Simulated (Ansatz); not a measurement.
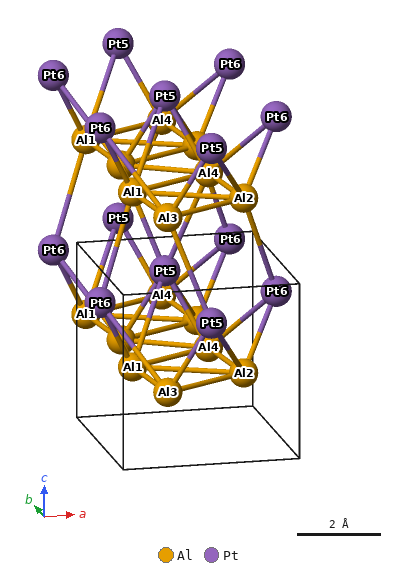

Starting structure of crystalline Al₂Pt (a generated structure, set up in Pba2) (coarse preliminary run). A ball-and-stick model of the cell of the calculation, repeated 1 × 2 × 2 with one cell outlined, seen slightly off an axis.

The calculation used Ansatz 0.2.0, DFT PBE, scalar-relativistic, plane waves, PAW.

The input:
```yaml
crystal:
  lattice:
    - [4.38814326, 0.0, 0.0]
    - [0.0, 4.87498428, 0.0]
    - [0.0, 0.0, 4.39361145]
  atoms:
    - { symbol: Al, position: [0.21613824, 0.61858455, 0.38936821] }
    - { symbol: Al, position: [0.78386176, 0.38141545, 0.38936821] }
    - { symbol: Al, position: [0.28386176, 0.11858455, 0.38936821] }
    - { symbol: Al, position: [0.71613824, 0.88141545, 0.38936821] }
    - { symbol: Pt, position: [0.5, 0.0, 0.80676493] }
    - { symbol: Pt, position: [0.0, 0.5, 0.80676493] }
basis:
  ecutwfc: 420
kpoints:
  mp_grid: { grid: [4, 4, 4] }
hamiltonian:
  xc: pbe
scf:
  occupations: { method: gaussian, width: 0.1 }
  lower_state_search: "off"
output:
  forces: true
  stress: true
  eigenvalues: true
relax:
  adjacent_minimum: "off"
  f_tol: 0.04
  max_steps: 70
  cell: { stress_tol: 0.4 }
```

Run as
```bash
ansatz run input.yaml --threads 1 --pin off --max-ram 2560MiB --backend cpu --events-out ev --progress --plain --runs-dir out
```

### Predict the outcome.

After 18 accepted moves (24 points after the start) the energy has fallen by 7.637 eV per cell of the calculation. Largest force component: 6.9 eV/Å at the start, 0.0021 eV/Å at the end. The pressure goes from 36.54 to −0.06 GPa. The line search rejected the trial steps at points 17, 19, 22 of the run. At 3 points the geometry stayed and the basis and grid were re-selected for the new cell (energy shift of 0.359 eV per cell of the calculation at most each time). The largest moves relative to the cell, 0.77 Å, are those of Al1, Al2, Al3 and Al4. Al4 goes along [3 −1 −1]. Largest moves by element: Al 0.77 Å, Pt 0.15 Å. The drawn cell changes as follows: a 4.388 → 6.199 Å (+41.3 %), b 4.875 → 5.849 Å (+20.0 %), c 4.394 → 2.772 Å (−36.9 %); the volume changes by +6.9 %. Near-neighbour distances that change, for instance: Al1–Al2 2.221 → 4.530 Å, Pt5–Pt5 4.394 → 2.772 Å, Al1–Al1 4.394 → 2.772 Å, Al1–Pt5 3.400 → 2.646 Å. Bonds break: Al1–Al2 (2.22 → 4.53 Å), Al3–Al4 (2.22 → 4.53 Å). Bond angles that change, for instance: Al3–Pt5–Al3 125.3° → 62.9°, Pt6–Al1–Pt6 125.3° → 62.9°, Al3–Pt5–Al4 62.4° → 117.1°. The space group (tolerance 0.01 Å) goes from Pba2 (No. 32) to Pbam (No. 55).

Final geometry:

```xyz
6
Lattice="6.1985 0.0000 0.0000 0.0000 5.8488 0.0000 0.0000 0.0000 2.7716" Properties=species:S:1:pos:R:3 pbc="T T T"
Al    2.0697    3.8440    1.0028
Al    4.1288    2.0048    1.0028
Al    1.0296    0.9196    1.0028
Al    5.1690    4.9292    1.0028
Pt    3.0993    5.8488    2.3888
Pt    0.0000    2.9244    2.3888
```

The end point in the same view:

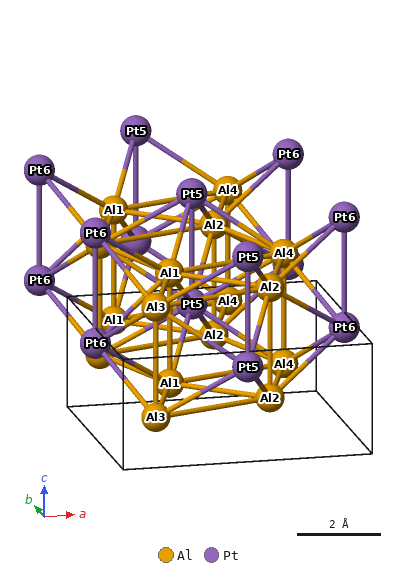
